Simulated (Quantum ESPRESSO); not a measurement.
# Band-structure run of Ti (part 1 of 2)

The run: band-structure run of Ti (Im-3m, 1 atom in the cell). Method and program: Kohn-Sham DFT of a periodic cell, PBEsol, GBRV 1.5 PBEsol, no spin polarisation (Quantum ESPRESSO 7.5).

The structure derives from an entry of the Crystallography Open Database.

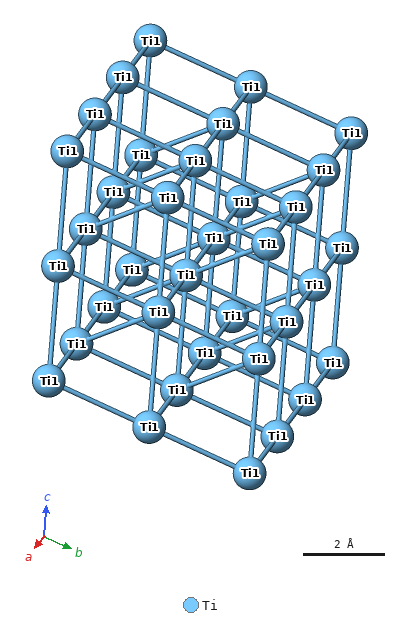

**Figure 1.** The input geometry (ball-and-stick view of the cell of the calculation, repeated 3 × 2 × 2, seen slightly off an axis; atoms are numbered from 1 in the order of the input). An atom can appear more than once, as a periodic image.

Input
```
&CONTROL
  calculation = 'scf'
  prefix = 'pwscf'
  outdir = './tmp'
  pseudo_dir = './pseudo'
  tprnfor = .true.
  tstress = .true.
  disk_io = 'low'
/
&SYSTEM
  ibrav = 0
  nat = 1
  ntyp = 1
  ecutwfc = 45
  ecutrho = 360
  nbnd = 12
  occupations = 'smearing'
  smearing = 'fd'
  degauss = 0.00367493
/
&ELECTRONS
  conv_thr = 2d-10
  electron_maxstep = 120
  mixing_beta = 0.5
/
ATOMIC_SPECIES
Ti    47.8670 ti_pbesol_v1.4.uspp.F.UPF
CELL_PARAMETERS bohr
  -3.1010405705    3.1010405705    3.1010405705
   3.1010405705   -3.1010405705    3.1010405705
   3.1010405705    3.1010405705   -3.1010405705
ATOMIC_POSITIONS bohr
Ti     0.0000000000    0.0000000000    0.0000000000
K_POINTS automatic
11 11 11 0 0 0
```

File bands.in
```
&CONTROL
  calculation = 'bands'
  prefix = 'pwscf'
  outdir = './tmp'
  pseudo_dir = './pseudo'
  disk_io = 'low'
  verbosity = 'high'
/
&SYSTEM
  ibrav = 0
  nat = 1
  ntyp = 1
  ecutwfc = 45
  ecutrho = 360
  nbnd = 12
  occupations = 'smearing'
  smearing = 'fd'
  degauss = 0.00367493
/
&ELECTRONS
  conv_thr = 1d-08
  electron_maxstep = 120
  mixing_beta = 0.5
  diago_full_acc = .true.
  startingwfc = 'random'
/
ATOMIC_SPECIES
Ti    47.8670 ti_pbesol_v1.4.uspp.F.UPF
CELL_PARAMETERS bohr
  -3.1010405705    3.1010405705    3.1010405705
   3.1010405705   -3.1010405705    3.1010405705
   3.1010405705    3.1010405705   -3.1010405705
ATOMIC_POSITIONS bohr
Ti     0.0000000000    0.0000000000    0.0000000000
K_POINTS crystal
60
 0.0000000000  0.0000000000  0.0000000000 1
 0.0416666667 -0.0416666667  0.0416666667 1
 0.0833333333 -0.0833333333  0.0833333333 1
 0.1250000000 -0.1250000000  0.1250000000 1
 0.1666666667 -0.1666666667  0.1666666667 1
 0.2083333333 -0.2083333333  0.2083333333 1
 0.2500000000 -0.2500000000  0.2500000000 1
 0.2916666667 -0.2916666667  0.2916666667 1
 0.3333333333 -0.3333333333  0.3333333333 1
 0.3750000000 -0.3750000000  0.3750000000 1
 0.4166666667 -0.4166666667  0.4166666667 1
 0.4583333333 -0.4583333333  0.4583333333 1
 0.5000000000 -0.5000000000  0.5000000000 1
 0.4375000000 -0.4375000000  0.5000000000 1
 0.3750000000 -0.3750000000  0.5000000000 1
 0.3125000000 -0.3125000000  0.5000000000 1
 0.2500000000 -0.2500000000  0.5000000000 1
 0.1875000000 -0.1875000000  0.5000000000 1
 0.1250000000 -0.1250000000  0.5000000000 1
 0.0625000000 -0.0625000000  0.5000000000 1
 0.0000000000  0.0000000000  0.5000000000 1
 0.0000000000  0.0000000000  0.4444444444 1
 0.0000000000  0.0000000000  0.3888888889 1
 0.0000000000  0.0000000000  0.3333333333 1
 0.0000000000  0.0000000000  0.2777777778 1
 0.0000000000  0.0000000000  0.2222222222 1
 0.0000000000  0.0000000000  0.1666666667 1
 0.0000000000  0.0000000000  0.1111111111 1
 0.0000000000  0.0000000000  0.0555555556 1
 0.0000000000  0.0000000000  0.0000000000 1
 0.0227272727  0.0227272727  0.0227272727 1
 0.0454545455  0.0454545455  0.0454545455 1
 0.0681818182  0.0681818182  0.0681818182 1
 0.0909090909  0.0909090909  0.0909090909 1
 0.1136363636  0.1136363636  0.1136363636 1
 0.1363636364  0.1363636364  0.1363636364 1
 0.1590909091  0.1590909091  0.1590909091 1
 0.1818181818  0.1818181818  0.1818181818 1
 0.2045454545  0.2045454545  0.2045454545 1
 0.2272727273  0.2272727273  0.2272727273 1
 0.2500000000  0.2500000000  0.2500000000 1
 0.2708333333  0.1875000000  0.2708333333 1
 0.2916666667  0.1250000000  0.2916666667 1
 0.3125000000  0.0625000000  0.3125000000 1
 0.3333333333  0.0000000000  0.3333333333 1
 0.3541666667 -0.0625000000  0.3541666667 1
 0.3750000000 -0.1250000000  0.3750000000 1
 0.3958333333 -0.1875000000  0.3958333333 1
 0.4166666667 -0.2500000000  0.4166666667 1
 0.4375000000 -0.3125000000  0.4375000000 1
 0.4583333333 -0.3750000000  0.4583333333 1
 0.4791666667 -0.4375000000  0.4791666667 1
 0.5000000000 -0.5000000000  0.5000000000 1
 0.2500000000  0.2500000000  0.2500000000 1
 0.2083333333  0.2083333333  0.2916666667 1
 0.1666666667  0.1666666667  0.3333333333 1
 0.1250000000  0.1250000000  0.3750000000 1
 0.0833333333  0.0833333333  0.4166666667 1
 0.0416666667  0.0416666667  0.4583333333 1
 0.0000000000  0.0000000000  0.5000000000 1
```

Run on 1 thread of Arm Neoverse V2, 24 GiB of memory available, shared host.

Launched with:
```bash
OMP_NUM_THREADS=1 pw.x -in pw.in > pw.out
OMP_NUM_THREADS=1 pw.x -in bands.in > bands.out
```

The program's output
```
This program is part of the open-source Quantum ESPRESSO suite
     for quantum simulation of materials; please cite
         "P. Giannozzi et al., J. Phys.:Condens. Matter 21 395502 (2009);
         "P. Giannozzi et al., J. Phys.:Condens. Matter 29 465901 (2017);
         "P. Giannozzi et al., J. Chem. Phys. 152 154105 (2020);
          URL
     in publications or presentations arising from this work. More details at

     Message from routine setup:
     using ibrav=0 with symmetry is DISCOURAGED, use correct ibrav instead

     G-vector sticks info
     --------------------
     sticks:   dense  smooth     PW     G-vecs:    dense   smooth      PW
     Sum         781     391    129                13811     4897     959

     Using Slab Decomposition

     bravais-lattice index     =            0
     lattice parameter (alat)  =       5.3712  a.u.
     unit-cell volume          =     119.2840 (a.u.)^3
     number of atoms/cell      =            1
     number of atomic types    =            1
     number of electrons       =        12.00
     number of Kohn-Sham states=           12
     kinetic-energy cutoff     =      45.0000  Ry
     charge density cutoff     =     360.0000  Ry
     scf convergence threshold =      2.0E-10
     mixing beta               =       0.5000
     number of iterations used =            8  plain     mixing
     Exchange-correlation= SLA  PW   PSX  PSC
                           (   1   4  10   8   0   0   0)

     celldm(1)=   5.371160  celldm(2)=   0.000000  celldm(3)=   0.000000
     celldm(4)=   0.000000  celldm(5)=   0.000000  celldm(6)=   0.000000

     crystal axes: (cart. coord. in units of alat)
               a(1) = (  -0.577350   0.577350   0.577350 )
               a(2) = (   0.577350  -0.577350   0.577350 )
               a(3) = (   0.577350   0.577350  -0.577350 )

     reciprocal axes: (cart. coord. in units 2 pi/alat)
               b(1) = ( -0.000000  0.866025  0.866025 )
               b(2) = (  0.866025 -0.000000  0.866025 )
               b(3) = (  0.866025  0.866025  0.000000 )

     PseudoPot. # 1 for Ti read from file:
     ti_pbesol_v1.4.uspp.F.UPF
     Pseudo is Ultrasoft + core correction, Zval = 12.0
     Generated by new atomic code, or converted to UPF format
     Using radial grid of  851 points,  6 beta functions with:
                l(1) =   0
                l(2) =   0
                l(3) =   1
                l(4) =   1
                l(5) =   2
                l(6) =   2
     Q(r) pseudized with  6 coefficients,  rinner =    1.000   1.000   1.000
                                                       1.000   1.000

     atomic species   valence    mass     pseudopotential
     Ti               12.00    47.86700     Ti( 1.00)

     48 Sym. Ops., with inversion, found

   Cartesian axes

     site n.     atom                  positions (alat units)
         1        Ti     tau(   1) = (   0.0000000   0.0000000   0.0000000  )

     number of k points=    56  Fermi-Dirac smearing, width (Ry)=  0.0037
                       cart. coord. in units 2pi/alat
        k(    1) = (   0.0000000   0.0000000   0.0000000), wk =   0.0015026
        k(    2) = (   0.0787296   0.0787296   0.0000000), wk =   0.0180316
        k(    3) = (   0.1574592   0.1574592   0.0000000), wk =   0.0180316
        k(    4) = (   0.2361887   0.2361887   0.0000000), wk =   0.0180316
        k(    5) = (   0.3149183   0.3149183   0.0000000), wk =   0.0180316
        k(    6) = (   0.3936479   0.3936479   0.0000000), wk =   0.0180316
        k(    7) = (   0.1574592   0.0787296   0.0787296), wk =   0.0360631
        k(    8) = (   0.2361887   0.1574592   0.0787296), wk =   0.0721262
        k(    9) = (   0.3149183   0.2361887   0.0787296), wk =   0.0721262
        k(   10) = (   0.3936479   0.3149183   0.0787296), wk =   0.0721262
        k(   11) = (   0.4723775   0.3936479   0.0787296), wk =   0.0360631
        k(   12) = (   0.3149183   0.1574592   0.1574592), wk =   0.0360631
        k(   13) = (   0.3936479   0.2361887   0.1574592), wk =   0.0721262
        k(   14) = (   0.4723775   0.3149183   0.1574592), wk =   0.0721262
        k(   15) = (   0.4723775   0.2361887   0.2361887), wk =   0.0360631
        k(   16) = (   0.5511071   0.3149183   0.2361887), wk =   0.0360631
        k(   17) = (   0.1574592   0.1574592   0.1574592), wk =   0.0120210
        k(   18) = (   0.2361887   0.2361887   0.1574592), wk =   0.0360631
        k(   19) = (   0.3149183   0.3149183   0.1574592), wk =   0.0360631
        k(   20) = (   0.3936479   0.3936479   0.1574592), wk =   0.0360631
        k(   21) = (  -0.0000000  -0.0000000   0.1574592), wk =   0.0090158
        k(   22) = (   0.3149183   0.2361887   0.2361887), wk =   0.0360631
        k(   23) = (   0.3936479   0.3149183   0.2361887), wk =   0.0721262
        k(   24) = (   0.4723775   0.3936479   0.2361887), wk =   0.0360631
        k(   25) = (   0.0000000  -0.0787296   0.2361887), wk =   0.0360631
        k(   26) = (   0.4723775   0.3149183   0.3149183), wk =   0.0360631
        k(   27) = (  -0.0000000  -0.1574592   0.3149183), wk =   0.0360631
        k(   28) = (   0.0787296  -0.0787296   0.3149183), wk =   0.0360631
        k(   29) = (  -0.0000000  -0.2361887   0.3936479), wk =   0.0360631
        k(   30) = (   0.0787296  -0.1574592   0.3936479), wk =   0.0721262
        k(   31) = (  -0.0000000  -0.3149183   0.4723775), wk =   0.0360631
        k(   32) = (   0.0787296  -0.2361887   0.4723775), wk =   0.0721262
        k(   33) = (   0.1574592  -0.1574592   0.4723775), wk =   0.0360631
        k(   34) = (  -0.7872958  -0.3149183  -0.3149183), wk =   0.0360631
        k(   35) = (  -0.7085662  -0.2361887  -0.3149183), wk =   0.0721262
        k(   36) = (  -0.6298367  -0.2361887  -0.2361887), wk =   0.0120210
        k(   37) = (   0.3149183   0.3149183   0.3149183), wk =   0.0120210
        k(   38) = (   0.3936479   0.3936479   0.3149183), wk =   0.0360631
        k(   39) = (   0.0000000   0.0000000   0.3149183), wk =   0.0090158
        k(   40) = (   0.4723775   0.3936479   0.3936479), wk =   0.0120210
        k(   41) = (  -0.0000000  -0.0787296   0.3936479), wk =   0.0360631
        k(   42) = (  -0.0000000  -0.1574592   0.4723775), wk =   0.0360631
        k(   43) = (   0.0787296  -0.0787296   0.4723775), wk =   0.0360631
        k(   44) = (  -0.0000000  -0.2361887   0.5511071), wk =   0.0360631
        k(   45) = (   0.0787296  -0.1574592   0.5511071), wk =   0.0721262
        k(   46) = (  -0.7872958  -0.2361887  -0.2361887), wk =   0.0360631
        k(   47) = (  -0.7085662  -0.1574592  -0.2361887), wk =   0.0360631
        k(   48) = (  -0.0000000  -0.0000000   0.4723775), wk =   0.0090158
        k(   49) = (  -0.0000000  -0.0787296   0.5511071), wk =   0.0360631
        k(   50) = (  -0.0000000  -0.1574592   0.6298367), wk =   0.0360631
        k(   51) = (   0.0787296  -0.0787296   0.6298367), wk =   0.0360631
        k(   52) = (  -0.7872958  -0.1574592  -0.1574592), wk =   0.0360631
        k(   53) = (  -0.0000000  -0.0000000   0.6298367), wk =   0.0090158
        k(   54) = (  -0.0000000  -0.0787296   0.7085662), wk =   0.0360631
        k(   55) = (  -0.7872958  -0.0787296  -0.0787296), wk =   0.0120210
        k(   56) = (  -0.0000000  -0.0000000   0.7872958), wk =   0.0090158

     Dense  grid:    13811 G-vectors     FFT dimensions: (  36,  36,  36)

     Smooth grid:     4897 G-vectors     FFT dimensions: (  24,  24,  24)

     Check: negative core charge=   -0.000016

     Initial potential from superposition of free atoms

     starting charge      11.0000, renormalised to      12.0000

     negative rho (up, down):  5.982E-04 0.000E+00
     Starting wfcs are   10 randomized atomic wfcs +    2 random wfcs

     Self-consistent Calculation

     iteration #  1     ecut=    45.00 Ry     beta= 0.50
     Davidson diagonalization with overlap
     ethr =  1.00E-02,  avg # of iterations =  4.7

     negative rho (up, down):  1.139E-03 0.000E+00

     total energy              =    -118.94275291 Ry
     estimated scf accuracy    <       0.71100686 Ry

     iteration #  2     ecut=    45.00 Ry     beta= 0.50
     Davidson diagonalization with overlap
     ethr =  5.93E-03,  avg # of iterations =  2.1

     negative rho (up, down):  4.949E-04 0.000E+00

     total energy              =    -119.12897592 Ry
     estimated scf accuracy    <       0.03611210 Ry

     iteration #  3     ecut=    45.00 Ry     beta= 0.50
     Davidson diagonalization with overlap
     ethr =  3.01E-04,  avg # of iterations =  2.1

     negative rho (up, down):  4.083E-04 0.000E+00

     total energy              =    -119.13631611 Ry
     estimated scf accuracy    <       0.00028075 Ry

     iteration #  4     ecut=    45.00 Ry     beta= 0.50
     Davidson diagonalization with overlap
     ethr =  2.34E-06,  avg # of iterations =  4.0

     negative rho (up, down):  4.066E-04 0.000E+00

     total energy              =    -119.13636625 Ry
     estimated scf accuracy    <       0.00003596 Ry

     iteration #  5     ecut=    45.00 Ry     beta= 0.50
     Davidson diagonalization with overlap
     ethr =  3.00E-07,  avg # of iterations =  1.8

     negative rho (up, down):  4.040E-04 0.000E+00

     total energy              =    -119.13637205 Ry
     estimated scf accuracy    <       0.00000066 Ry

     iteration #  6     ecut=    45.00 Ry     beta= 0.50
     Davidson diagonalization with overlap
     ethr =  5.50E-09,  avg # of iterations =  1.7

     negative rho (up, down):  4.039E-04 0.000E+00

     total energy              =    -119.13637189 Ry
     estimated scf accuracy    <       0.00000037 Ry

     iteration #  7     ecut=    45.00 Ry     beta= 0.50
     Davidson diagonalization with overlap
     ethr =  3.05E-09,  avg # of iterations =  1.9

     negative rho (up, down):  4.040E-04 0.000E+00

     total energy              =    -119.13637200 Ry
     estimated scf accuracy    <       0.00000003 Ry

     iteration #  8     ecut=    45.00 Ry     beta= 0.50
     Davidson diagonalization with overlap
     ethr =  2.30E-10,  avg # of iterations =  1.2

     negative rho (up, down):  4.040E-04 0.000E+00

     End of self-consistent calculation

          k = 0.0000 0.0000 0.0000 (   603 PWs)   bands (ev):
```
